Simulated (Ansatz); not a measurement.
## Si: a changed input and its effect

System: Si (P6₃/mmc, 4 atoms in the cell).
Method of run A: DFT r2SCAN, scalar-relativistic, plane waves, PAW, no spin polarisation (Ansatz 0.2.0).

The structure derives from a Materials Project entry. Text and figures count atoms from 1; the logs count them from 0 in places.

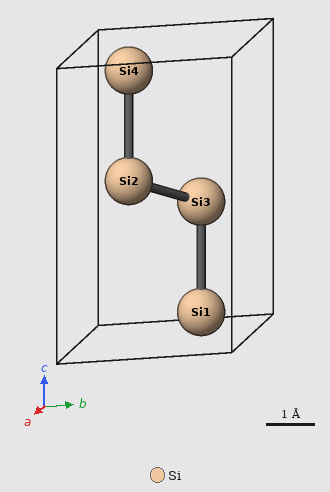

**Figure 1.** The structure (ball-and-stick view of the cell of the calculation, seen slightly off an axis; atoms are numbered from 1 in the order of the input). An atom can appear more than once, as a periodic image.

### Input, run A
```yaml
crystal:
  lattice:
    - [3.8319083576, 0.0, 0.0]
    - [-1.9159541788, 3.3185299827, 0.0]
    - [0.0, 0.0, 6.3418199365]
  atoms:
    - { symbol: Si, position: [0.3333333333, 0.6666666667, 0.0630908785] }
    - { symbol: Si, position: [0.6666666667, 0.3333333333, 0.5630908785] }
    - { symbol: Si, position: [0.3333333333, 0.6666666667, 0.4369091215] }
    - { symbol: Si, position: [0.6666666667, 0.3333333333, 0.9369091215] }
basis:
  ecutwfc: 500
kpoints:
  mp_grid: { grid: [12, 12, 6] }
  band_path: { path: [VBM, CBM], npoints: 2 }
hamiltonian:
  xc: r2scan
scf:
  occupations: { method: gaussian, width: 0.02 }
output:
  forces: true
  stress: true
  eigenvalues: true
checkpoint:
  read: start.run
  write: ck
  compress: false
  write_wavefunctions: false
  write_every: 100000
```

Command:
```bash
ansatz run input.yaml --threads 1 --pin off --max-ram 2560MiB --backend cpu --events-out ev --progress --plain --runs-dir out
```

Hardware: 1 thread of Arm Neoverse V2, 24 GiB of memory available, shared host.

### Output, shortened to warnings, some set-up lines, iterations and results (run A)
```
Basis set: ecut = 500 eV, 2033 PW (Γ), exchange–correlation on 120×120×192 points (64 copies of the dense FFT grid, shifted against one another)
Symmetry: 24 space group operations
k-points: 76 of 864
Initial density: read from a saved state, or passed on in memory by an earlier SCF of this step, an earlier step, the calling program or the single point that the run made first
[...]
SCF iter   1: F=—  HF=-2556.214773 eV  |F-HF|=—  |Δ(HF+E_count)|=         —  Δρ=2.65e-7  dr2=3.65e-11  dr2_τ=2.14e-12  ethr=4.17e-8  ⟨swp⟩=3.1  Hψ=9709  notcnv=0
SCF iter   2: F=-2556.214773 eV  HF=-2556.214773 eV  |F-HF|=2.32e-11  |Δ(HF+E_count)|=   9.22e-9  Δρ=1.35e-7  dr2=9.16e-12  dr2_τ=7.14e-13  ethr=1.00e-12  ⟨swp⟩=5.5  Hψ=4171  …
SCF 1 converged in 2 iterations: F = -2556.214773 eV  dr2 = 9.16e-12
NSCF: frozen V_eff on 28 k-points
NSCF: frozen V_eff on 28 k-points
NSCF: frozen V_eff on 28 k-points
NSCF: frozen V_eff on 28 k-points
NSCF: frozen V_eff on 9 k-points
NSCF: frozen V_eff on 8 k-points
NSCF: frozen V_eff on 8 k-points
NSCF: frozen V_eff on 8 k-points
NSCF: frozen V_eff on 5 k-points
NSCF: frozen V_eff on 3 k-points
SCF converged after 2 iterations
Free energy (F): -2556.214773 eV
Harris-Foulkes:  -2556.214773 eV  (|F-HF|=2.32e-11)
Internal energy: -2556.214773 eV  (E = F + TS)
E sigma→0 (E₀):  -2556.214773 eV
Fermi energy:    6.656230 eV
--- Per-component energies (eV) ---
  E_band       = 12.914432
  E_kinetic    = 161.658067
  E_local      = -108.624472  (includes V_loc(G=0)·N_el)
  E_nonlocal   = 99.959093
  E_hartree    = 30.543518
  E_xc         = -206.020372
  E_vxc        = -198.977454  (∫ρ·V_xc dr)
  E_paw        = -2078.028619  (= ΣΔE_a)
  E_vpaw       = -9.974727  (= ΣTr[D̂ρ^β])
  E_aug_tail   = 0.000017  (compensation charges beyond the density's cutoff)
  E_vtau       = 7.786894  (kinetic-family band-sum trace: ∫τ·v_τ [+ j·A + Jᵃ·Aᵃ] dr)
  E_ewald      = -455.396272
  E_core_change = -0.305732  (= ΣΔE_core)
  E_smearing   = -0.000000  (= −TS)
  E_closure    = 0.000000  (closes the sum)
  Σ components = -2556.214773   (vs F -2556.214773, Δ=0.00e0)
--- Forces (eV/Å), atoms counted from 1 ---
  atom   1  Si    -0.00000000    -0.00000000    -0.00280034
  atom   2  Si    -0.00000000     0.00000000    -0.00280034
  atom   3  Si     0.00000000    -0.00000000     0.00280034
  atom   4  Si     0.00000000     0.00000000     0.00280034
  max |Σ_I F_I| component: 2.08e-17 eV/Å
--- Stress (GPa, compression-positive) ---
        0.005187       0.000000       0.000000
        0.000000       0.005187      -0.000000
        0.000000      -0.000000       0.015612
  P = ⅓ Tr σ = 0.0087 GPa (0.087 kbar)
```

The input of run B differs as follows (lines with − go, lines with + come):
```diff
-    - [3.8319083576, 0.0, 0.0]
-    - [-1.9159541788, 3.3185299827, 0.0]
-    - [0.0, 0.0, 6.3418199365]
+    - [3.702526602, 0.0, 0.0]
+    - [-1.851263301, 3.2064820956, 0.0]
+    - [0.0, 0.0, 6.1429916815]
-    - { symbol: Si, position: [0.3333333333, 0.6666666667, 0.0630908785] }
-    - { symbol: Si, position: [0.6666666667, 0.3333333333, 0.5630908785] }
-    - { symbol: Si, position: [0.3333333333, 0.6666666667, 0.4369091215] }
-    - { symbol: Si, position: [0.6666666667, 0.3333333333, 0.9369091215] }
+    - { symbol: Si, position: [0.3333333333, 0.6666666667, 0.0635246424] }
+    - { symbol: Si, position: [0.6666666667, 0.3333333333, 0.5635246424] }
+    - { symbol: Si, position: [0.3333333333, 0.6666666667, 0.4364753576] }
+    - { symbol: Si, position: [0.6666666667, 0.3333333333, 0.9364753576] }
```

Predict how the results change.

With the same functional and potentials, run B lies 66.3 meV per atom higher. The gap on the mesh goes from 0.61 to 0.37 eV. The pressure goes from 0.01 to 11.99 GPa. The volume per atom goes from 20.16 to 18.23 Å³. The plane waves at Γ go from 2033 to 1835.

### Output, shortened to warnings, some set-up lines, iterations and results (run B)
```
Basis set: ecut = 500 eV, 1835 PW (Γ), exchange–correlation on 120×120×180 points (64 copies of the dense FFT grid, shifted against one another)
Symmetry: 24 space group operations
k-points: 76 of 864
Initial density: read from a saved state, or passed on in memory by an earlier SCF of this step, an earlier step, the calling program or the single point that the run made first
[...]
SCF iter   1: F=—  HF=-2555.949479 eV  |F-HF|=—  |Δ(HF+E_count)|=         —  Δρ=3.03e-7  dr2=6.04e-11  dr2_τ=1.56e-12  ethr=4.20e-8  ⟨swp⟩=3.0  Hψ=9663  notcnv=0
SCF iter   2: F=-2555.949479 eV  HF=-2555.949479 eV  |F-HF|=1.82e-12  |Δ(HF+E_count)|=   1.03e-8  Δρ=8.77e-8  dr2=3.53e-12  dr2_τ=3.10e-13  ethr=1.00e-12  ⟨swp⟩=5.3  Hψ=4143  …
SCF 1 converged in 2 iterations: F = -2555.949479 eV  dr2 = 3.53e-12
NSCF: frozen V_eff on 28 k-points
NSCF: frozen V_eff on 28 k-points
NSCF: frozen V_eff on 28 k-points
NSCF: frozen V_eff on 28 k-points
NSCF: frozen V_eff on 12 k-points
NSCF: frozen V_eff on 8 k-points
NSCF: frozen V_eff on 8 k-points
NSCF: frozen V_eff on 8 k-points
NSCF: frozen V_eff on 5 k-points
NSCF: frozen V_eff on 3 k-points
SCF converged after 2 iterations
Free energy (F): -2555.949479 eV
Harris-Foulkes:  -2555.949479 eV  (|F-HF|=1.82e-12)
Internal energy: -2555.949479 eV  (E = F + TS)
E sigma→0 (E₀):  -2555.949479 eV
Fermi energy:    7.720372 eV
--- Per-component energies (eV) ---
  E_band       = 25.538587
  E_kinetic    = 168.802199
  E_local      = -96.792239  (includes V_loc(G=0)·N_el)
  E_nonlocal   = 103.109466
  E_hartree    = 28.253715
  E_xc         = -209.261380
  E_vxc        = -203.373127  (∫ρ·V_xc dr)
  E_paw        = -2078.811561  (= ΣΔE_a)
  E_vpaw       = -10.649196  (= ΣTr[D̂ρ^β])
  E_aug_tail   = 0.000017  (compensation charges beyond the density's cutoff)
  E_vtau       = 7.934046  (kinetic-family band-sum trace: ∫τ·v_τ [+ j·A + Jᵃ·Aᵃ] dr)
  E_ewald      = -470.943963
  E_core_change = -0.305732  (= ΣΔE_core)
  E_smearing   = -0.000000  (= −TS)
  E_closure    = -0.000000  (closes the sum)
  Σ components = -2555.949479   (vs F -2555.949479, Δ=0.00e0)
--- Forces (eV/Å), atoms counted from 1 ---
  atom   1  Si     0.00000000    -0.00000000     0.00065364
  atom   2  Si     0.00000000     0.00000000     0.00065364
  atom   3  Si    -0.00000000    -0.00000000    -0.00065364
  atom   4  Si    -0.00000000     0.00000000    -0.00065364
  max |Σ_I F_I| component: 3.70e-17 eV/Å
--- Stress (GPa, compression-positive) ---
       11.992262       0.000000      -0.000000
        0.000000      11.992262       0.000000
       -0.000000       0.000000      11.997482
  P = ⅓ Tr σ = 11.9940 GPa (119.940 kbar)
```

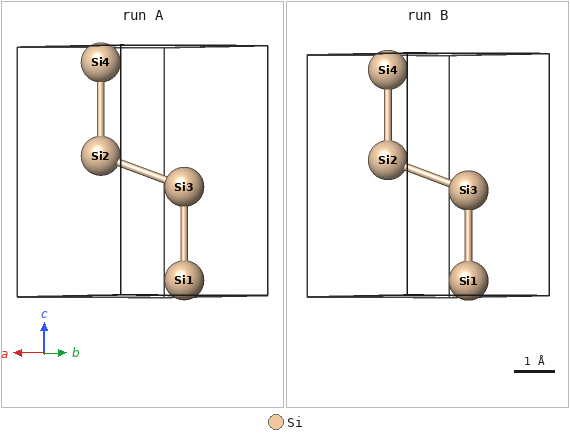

**Figure 2.** The two input geometries at one scale (ball-and-stick view of the cell of the calculation, seen at an oblique angle). No atom moves by more than 0.005 Å relative to the cell. Cell: a = b 3.832 → 3.703 Å (−3.4 %), c 6.342 → 6.143 Å (−3.1 %). Volume −9.6 %. Among the contacts that change: Si1–Si3 2.371 → 2.291 Å, Si1–Si4 2.353 → 2.276 Å.

### The two runs side by side

```csv
quantity,run A,run B
outcome,converged,converged
free energy per atom (eV),−639.0537,−638.9874
gap on the mesh (eV),0.61,0.37
pressure (GPa),0.01,11.99
volume per atom (Å³),20.16,18.23
largest force (eV/Å),0.003,0.001
irreducible k-points,76,76
plane waves at Γ,2033,1835
wall time (shared host),16 s,14 s
```

For run B: The cell is under a pressure of 12.0 GPa at this level, so it is not at its equilibrium volume.
